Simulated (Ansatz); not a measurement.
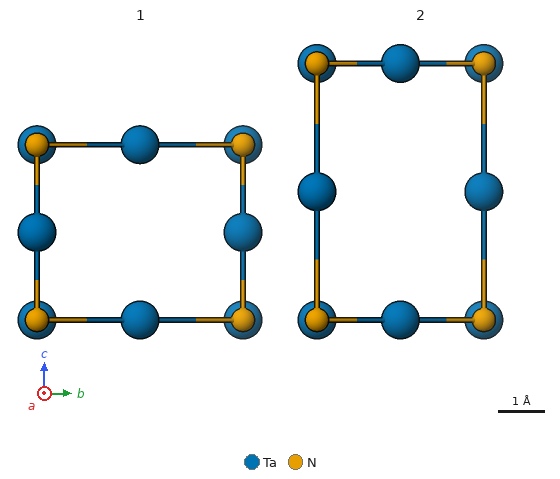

Two geometries of a crystal of Ta4N (a generated structure, set up in P6/mmm) (coarse preliminary run), drawn at one scale. One is the start of a relaxation, the other its converged end. The picture is a ball-and-stick view of the cell of the calculation, seen along the a axis.

Level of theory: DFT PBE, scalar-relativistic, plane waves, PAW (Ansatz 0.2.0). (plane-wave cutoff 420 eV; k-point mesh 6 × 6 × 4; occupations gaussian; smearing width 0.1 eV; collinear spin; cell and atoms relaxed; force threshold 0.04 eV/Å; at most 70 steps)

### Which one is relaxed?

Structure 1 is the relaxed one. The energy falls by 3401 meV per atom in 10 accepted moves (12 points after the start). All forces vanish by symmetry, so only the cell relaxes. Pressure: 83.37 GPa at the start and 0.19 GPa at the end. At 2 points the geometry stayed and the basis and grid were re-selected for the new cell (energy shift of 31.8 meV per atom at most each time). The atoms keep their places relative to the cell (all moves are under 0.005 Å). The volume changes by +4.2 %, with a = b 4.259 → 5.259 Å (+23.5 %), c 5.670 → 3.874 Å (−31.7 %). Near-neighbour distances that change, for instance: N–Ta 2.835 → 1.937 Å, Ta–Ta 2.130 → 2.630 Å, N–Ta 2.130 → 2.630 Å, Ta–Ta 3.546 → 3.266 Å. The space group stays P6/mmm (No. 191). The program noted that the starting moments weren't kept. The run may lie on a higher electronic state than the lowest, so the end point isn't shown to be the ground-state structure.
